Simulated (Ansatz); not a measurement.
# Conductance of Nb and Y atomic chains as one bond is drawn from contact to tunnelling (PBE, with revPBE for Nb)

A perfect Nb chain carries six conductance quanta, yet drawing one bond out does not lower the conductance at a constant rate. I want to see how far the bond must open before such a contact works as a switch.

My brief is a two-position mechanical switch. The closed position is a stretch of 0.3 Å, with at most 4 kΩ. The open position must show at least 40 kΩ. Among the tabled positions I take the shortest throw that meets both limits, and I settle ties by the lower closed resistance. The calculated quantity is the zero-bias conductance at 300 K through the drawn bond, in G₀ for both spins, and its share is counted against the perfect chain of the same metal and functional. The junctions are hypothetical model structures, so the brief ranks models and not finished devices.

## How the numbers were made

Linear chains of Nb (PBE), Nb (revPBE), Y (PBE). The period of each perfect chain was relaxed first; a cell of 12 atoms then had one bond changed by a set amount with all other bonds held at the relaxed length, and nothing was relaxed again. Plane-wave density functional theory with Ansatz 0.2.0, PAW datasets, scalar-relativistic unless a column says otherwise. The chain runs along z in a box of 7.5 x 7.5 angstrom across, with one k point across; along the chain the number of k points times the cell length is 80 to 157 angstrom. Fermi-Dirac occupations of width 0.05 eV. The functional is named with each chain. Wave cutoff 420 eV (PBE), 420 eV (revPBE). Transmission by matching layers to semi-infinite perfect chains at zero bias, energy step 0.035 eV. Nb (PBE): relaxed bond 2.300 angstrom, perfect chain 6.00 G0, no spin polarisation (starting moments died in the relaxation); Nb (revPBE): relaxed bond 2.325 angstrom, perfect chain 6.00 G0, no spin polarisation (starting moments died in the relaxation); Y (PBE): relaxed bond 2.988 angstrom, perfect chain 4.00 G0, no spin polarisation (starting moments died in the relaxation).

- bond stretch (Å): lengthening of the one bond over the relaxed bond of the perfect chain.
- bond length (Å): length of the drawn bond.
- error estimate (%): largest term of the program's own error estimate for this conductance.
- conductance (G₀): zero-bias conductance through the drawn bond at 300 K, both spins, G0 = 2e^2/h.
- share of perfect: conductance over that of the perfect chain at the same level.

Input lines of one member:

```
crystal:
  lattice:
    - [7.5, 0.0, 0.0]
    - [0.0, 7.5, 0.0]
    - [0.0, 0.0, 28.7975]
  atoms:
    - { symbol: Nb, position: [0.5, 0.5, 0.0] }
    - { symbol: Nb, position: [0.5, 0.5, 0.0799] }
    # ... 10 more atoms
kpoints:
  mp_grid: { grid: [1, 1, 5] }
scf:
  occupations: { method: fermi_dirac, width: 0.05 }
hamiltonian:
  xc: pbe
output:
  transmission:
    e_range: [-2, 2]
    de: 0.035
    kmesh: [1, 1]
    reduced_basis: true
    leads: [[11, 0]]
```

Command (options for logging and memory left out): `ansatz run input.yaml --threads 4`

## Table of results

| member | chain | bond stretch (Å) | bond length (Å) | error estimate (%) | conductance (G₀) | share of perfect |
| --- | --- | --- | --- | --- | --- | --- |
| stretch −0.2 | Nb (PBE) | −0.2 | 2.10 | 0 | 5.7301 | 0.9550 |
| stretch 0.3 | Nb (PBE) | 0.3 | 2.60 | 0 | 5.4014 | 0.9002 |
| stretch 0.7 | Nb (PBE) | 0.7 | 3.00 | 1 | 3.5661 | 0.5944 |
| stretch 1.2 | Nb (PBE) | 1.2 | 3.50 | 2 | 1.8383 | 0.3064 |
| stretch 1.8 | Nb (PBE) | 1.8 | 4.10 | 1 | 1.1281 | 0.1880 |
| stretch 2.5 | Nb (PBE) | 2.5 | 4.80 | 2 | 0.6878 | 0.1146 |
| stretch 3.3 | Nb (PBE) | 3.3 | 5.60 | 4 | 0.2620 | 0.04367 |
| stretch 4.2 | Nb (PBE) | 4.2 | 6.50 | 6 | 0.0599 | 0.00998 |
| stretch −0.2 | Nb (revPBE) | −0.2 | 2.13 | 0 | 5.7257 | 0.9543 |
| stretch 0.3 | Nb (revPBE) | 0.3 | 2.63 | 0 | 5.3911 | 0.8985 |
| stretch 0.7 | Nb (revPBE) | 0.7 | 3.03 | 1 | 3.5411 | 0.5902 |
| stretch 1.2 | Nb (revPBE) | 1.2 | 3.53 | 1 | 1.8261 | 0.3043 |
| stretch 1.8 | Nb (revPBE) | 1.8 | 4.13 | 1 | 1.1206 | 0.1868 |
| stretch 2.5 | Nb (revPBE) | 2.5 | 4.83 | 2 | 0.6680 | 0.1113 |
| stretch 3.3 | Nb (revPBE) | 3.3 | 5.63 | 3 | 0.2379 | 0.03966 |
| stretch 4.2 | Nb (revPBE) | 4.2 | 6.53 | 4 | 0.0520 | 0.00867 |
| stretch −0.2 | Y (PBE) | −0.2 | 2.79 | 0 | 3.8973 | 0.9743 |
| stretch 0.3 | Y (PBE) | 0.3 | 3.29 | 0 | 3.7743 | 0.9436 |
| stretch 0.7 | Y (PBE) | 0.7 | 3.69 | 1 | 2.9550 | 0.7388 |
| stretch 1.2 | Y (PBE) | 1.2 | 4.19 | 2 | 1.8557 | 0.4639 |
| stretch 1.8 | Y (PBE) | 1.8 | 4.79 | 5 | 1.0549 | 0.2637 |
| stretch 2.5 | Y (PBE) | 2.5 | 5.49 | 11 | 0.5297 | 0.1324 |
| stretch 3.3 | Y (PBE) | 3.3 | 6.29 | 15 | 0.1946 | 0.04864 |
| stretch 4.2 | Y (PBE) | 4.2 | 7.19 | 17 | 0.0507 | 0.01267 |

conductance (G₀) against bond stretch (Å):

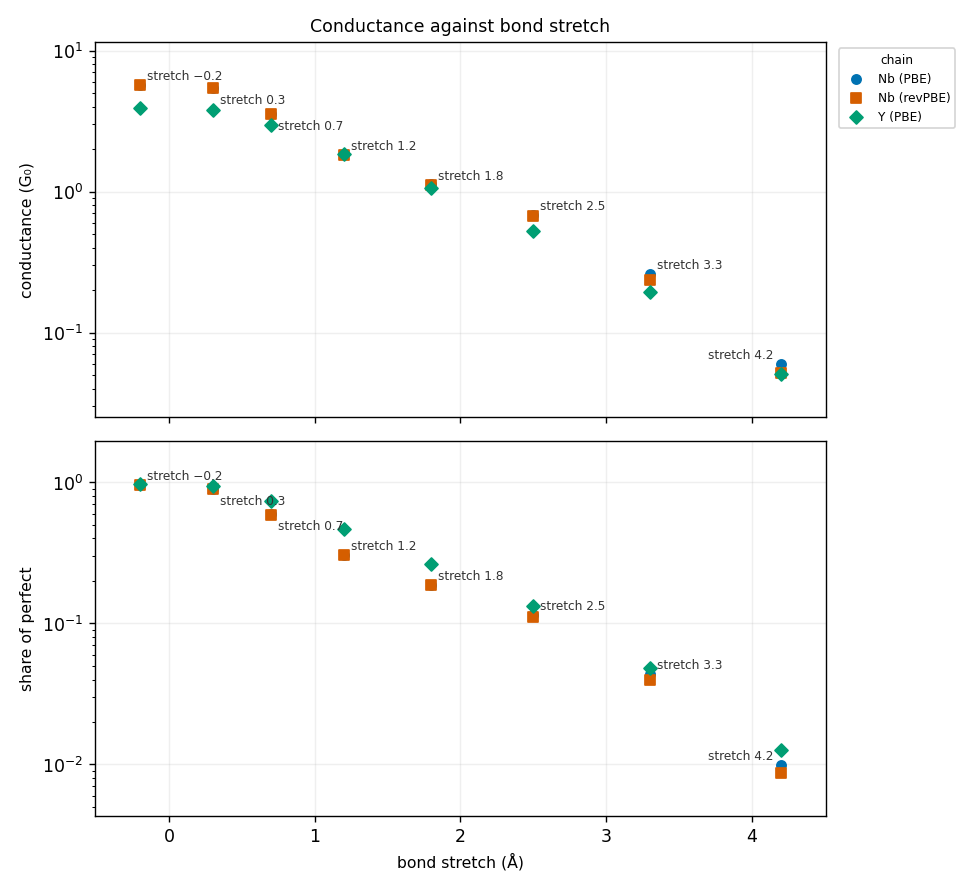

## The trend and its physics

From a stretch of 0.3 Å to 4.2 Å the conductance falls by a factor of 5.4014 / 0.0599 = 90 in Nb (PBE) and 3.7743 / 0.0507 = 74 in Y. The fall starts gently. At 0.3 Å Nb keeps 0.90 of its perfect value and Y keeps 0.94, and shortening the bond by 0.2 Å also costs a few per cent, because a bond that is too strong reflects electrons as well.

The simplest model with this behaviour is a chain with one orbital per atom and a half-filled band, in which the coupling across the drawn bond changes as exp(−κs) with stretch s. Its transmission is 1/cosh²(κs), which is flat near s = 0 and falls as 4 exp(−2κs) far out. Solving for κ row by row gives about 1.1 per Å for Nb (PBE) up to 0.7 Å, and about 0.7 per Å at 2.5 Å and beyond. For Y it goes from about 0.8 to about 0.7 per Å.

Within this model, κ would stay constant if every channel decayed alike. Its drop in Nb fits a picture in which d channels with sideways lobes close first and leave a σ channel of s and d(z²) character, which reaches farther along the axis. The table gives only the total conductance, so this assignment rests on orbital shape.

Y shows the larger share at every tabled stretch, though at 3.3 Å its lead is within its error estimate. Its lower nuclear charge leaves the d orbitals more extended, which would soften the early loss.

The last interval is not yet vacuum tunnelling. In Nb (PBE) the slope is ln(0.2620 / 0.0599) / 0.9 = 1.6 per Å, whereas β = 1.025 √(φ/eV) gives about 2 per Å for a barrier of roughly 4 eV, a common size for metals. The overlapping potential tails of the two ends probably still hold the barrier down.

## Where the trend breaks

Nb has a shoulder. Its logarithmic slope is 1.3 per Å between 0.7 and 1.2 Å, drops to 0.7 between 1.8 and 2.5 Å, and rises to 1.6 in the last interval. The error estimates of 1 to 6% in these rows are too small to produce this, and revPBE repeats it. With the total near 1 G₀ at 1.8 Å, one σ channel that is still mostly open would explain it.

The far Y rows deserve less trust, since their error estimates are 11, 15 and 17% from 2.5 Å on. At 4.2 Å the difference between Y and Nb (PBE) is about as large as that error, so I do not rank them there.

All rows carry the program's warning about a rough exchange-correlation potential in thin density, which matters most at wide gaps. Coupling to the neighbouring chains 7.5 Å away, sampled with one k point across, may also add conductance there.

## Meeting the brief

I convert with R = 1/(G × 77.5 µS), which is 12.9 kΩ divided by the conductance in G₀.

In the closed position Nb (PBE) gives 12.9 / 5.4014 = 2.39 kΩ, Nb (revPBE) gives 12.9 / 5.3911 = 2.39 kΩ and Y gives 12.9 / 3.7743 = 3.42 kΩ. All three meet the 4 kΩ limit.

For the open position, the rows at 2.5 Å reach only 12.9 / 0.6878 = 18.8 kΩ for Nb (PBE), 12.9 / 0.6680 = 19.3 kΩ for Nb (revPBE) and 12.9 / 0.5297 = 24.4 kΩ for Y. They fail, and so do the shorter stretches, which conduct better. At 3.3 Å the values are 12.9 / 0.2620 = 49.2 kΩ, 12.9 / 0.2379 = 54.2 kΩ and 12.9 / 0.1946 = 66.3 kΩ, so all three pass with a throw of 3.3 − 0.3 = 3.0 Å. The rows at 4.2 Å pass as well but need a longer throw.

Next I let the error estimate act against each candidate. Nb (PBE) with 4% more conductance still has about 47 kΩ, and Y with 15% more has about 58 kΩ. The change of functional lowers the open conductance of Nb by 9%, which moves it away from the limit. Up to about 4 percentage points of this can come from the revPBE bond, which is 2.325 − 2.300 = 0.025 Å longer.

The pick is **Nb**, opened to 3.3 Å, because its closed resistance is the lower one at equal throw. I compare it with Y at PBE only, and the two functionals count as one material. Y is the runner-up. The advantage of Nb comes mainly from six open channels against four, which a small error in the gap does not touch.

The open state is the weak side of the choice. Nb fails once its true conductance there exceeds the PBE value by a factor of 49.2 / 40 = 1.23, while Y can bear 66.3 / 40 = 1.66. An error between these factors, common to both metals, would hand the brief to Y. Magnetic moments on the dangling end atoms, which these runs cannot show, could also shift the two metals by different amounts.

## Closing remarks

Between 0.3 and 4.2 Å of stretch a single exponential does not describe these chains. The number of open channels sets the closed state, and the channel that decays most slowly probably sets the open one.

Two omitted effects can exceed the factor of 0.2620 / 0.1946 = 1.35 between Nb and Y at 3.3 Å in PBE. The missing image potential would lower the barrier. The slope of 1.6 per Å in the last Nb interval corresponds, through the formula for β, to an effective barrier of about 2.4 eV. If the image potential took this down to an assumed 1.9 eV, the conductance would rise by exp(1.025 × (√2.4 − √1.9) × 3.3), a factor of about 1.8. If Y responded by the same factor, both metals would miss the brief at this position. Relaxation of the end atoms probably acts the other way. Around 3.3 Å the logarithmic slope of Nb (PBE) is about 1.4 per Å, the mean of the intervals on either side. If the gap widened by an assumed 0.4 Å in total, the conductance would fall to about exp(−1.4 × 0.4) = 0.57 of its value.

[Logs are printed without paths, hosts, clocks, repeated set-up lines and the standing remarks that a program may print on its own settings, such as how far it seeks lower states.]

[On method and selection: Spin-orbit coupling is left out. Runs that did not converge, have known faults or may not be shown are not listed, and runs on Ansatz's PAW sets soft_1 and soft_2 are kept to separate tables. Runs whose transmission exceeds the number of channels of the lead are not listed.]
